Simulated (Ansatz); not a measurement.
## Electronic structure of TiO$_{2}$ in real space

Input file:

```
crystal:
  lattice:
    - [2.7128110174, -2.7128789856, -0.0197646408]
    - [2.7128110174, 2.7128789856, -0.0197646408]
    - [-2.6751606665, 0.0, 4.9172086287]
  atoms:
    - { symbol: Ti, position: [0.1251059414, 0.8748940586, 0.25] }
    - { symbol: Ti, position: [0.8748940586, 0.1251059414, 0.75] }
    - { symbol: O, position: [0.3314172322, 0.0816314284, 0.6629499151] }
    - { symbol: O, position: [0.6685827678, 0.9183685716, 0.3370500849] }
    - { symbol: O, position: [0.9183685716, 0.6685827678, 0.8370500849] }
    - { symbol: O, position: [0.0816314284, 0.3314172322, 0.1629499151] }
basis:
  ecutwfc: 420
kpoints:
  mp_grid: { grid: [8, 8, 6] }
hamiltonian:
  xc: pbe
scf:
  occupations: { method: gaussian, width: 0.02 }
output:
  forces: true
  stress: true
  eigenvalues: true
  write_density: true
  write_potential: true
  elf: true
  volumetric_format: npy
relax:
  adjacent_minimum: "off"
  f_tol: 0.01
  max_steps: 30
  cell: { stress_tol: 0.1, fix: [volume] }
```

Launched as:

```sh
ansatz run input.yaml --threads 1 --pin off --max-ram 2560MiB --backend cpu --events-out ev --progress --plain --runs-dir out
```

Below, planes, directions and counts refer to the conventional cell (a = 3.82 Å, b = 3.82 Å, c = 9.88 Å, α = 90.00°, β = 90.00°, γ = 90.00°).

The fields are those of the relaxed geometry.

Space group I4₁/amd; a structure from a database of computed crystals, not necessarily the ambient phase; changed on purpose from its base cell (volume × 1.03, shape and atoms relaxed); computed pressure about −5 GPa in this cell; computed without spin polarisation.

Theory: DFT PBE, scalar-relativistic, plane waves, PAW (Ansatz).

In a PAW calculation such maps are meaningful between the atoms, not at the nuclei.

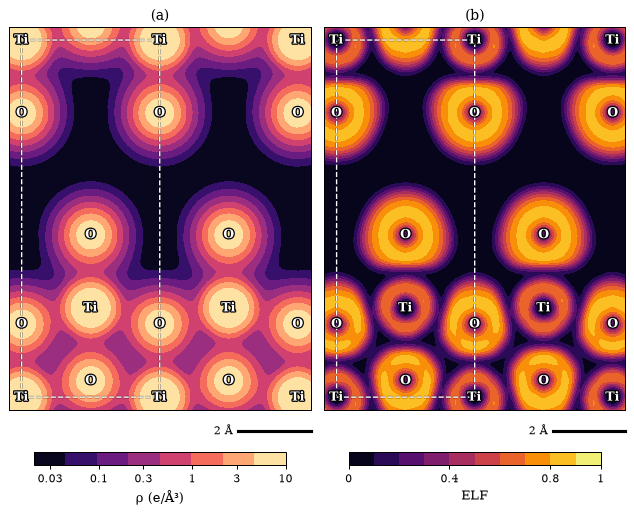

Figure 1. (a) valence electron density; (b) ELF on the (010) plane of the conventional cell.

Question: What does the map show?

Answer:
- Atoms in the plane: Ti and O.
- Ti–O (1.96 Å): ρ at the midpoint is about 0.7 e/Å³; the ELF peaks at about 0.85 in the valence shell of O, 0.6 Å from its nucleus, and is about 0.20 at the midpoint: no localised pair shows between them.
- Ti–O (2.02 Å): the density is about 0.62 e/Å³ at the midpoint; the ELF peaks at about 0.85 in the valence shell of O, 0.6 Å from its nucleus, and is about 0.20 at the midpoint: no localised pair shows between them.
- Between the atoms the lowest density in this plane is 0.01 e/Å³.
- The features right at Ti lie inside the PAW spheres, where the map follows smoothed inner orbitals and isn't to be read closely.

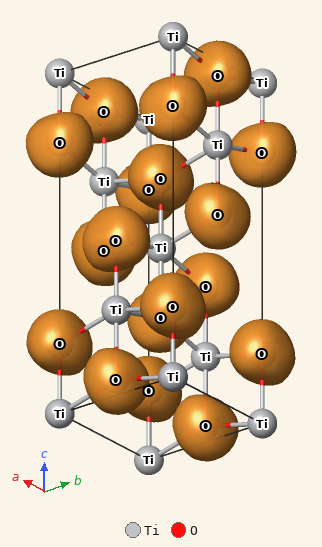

Figure 2. Isosurface of the electron localisation function at 0.7 (orange), seen at an oblique angle. Core shells and regions of very low density are left out. Sticks mark near contacts.

Question: Identify the bonds, lone pairs and shells in this picture.

Answer: The ELF exceeds this value in eight regions wrapped around O (the valence shell of each), counted in one cell of 12 atoms. Any copies at cell faces, edges or corners count once.

Question: Does the calculation give a band gap?

Answer: It is gapped, with a Kohn–Sham gap of 2.2 eV on the k-point mesh, an upper bound to the gap of this method.
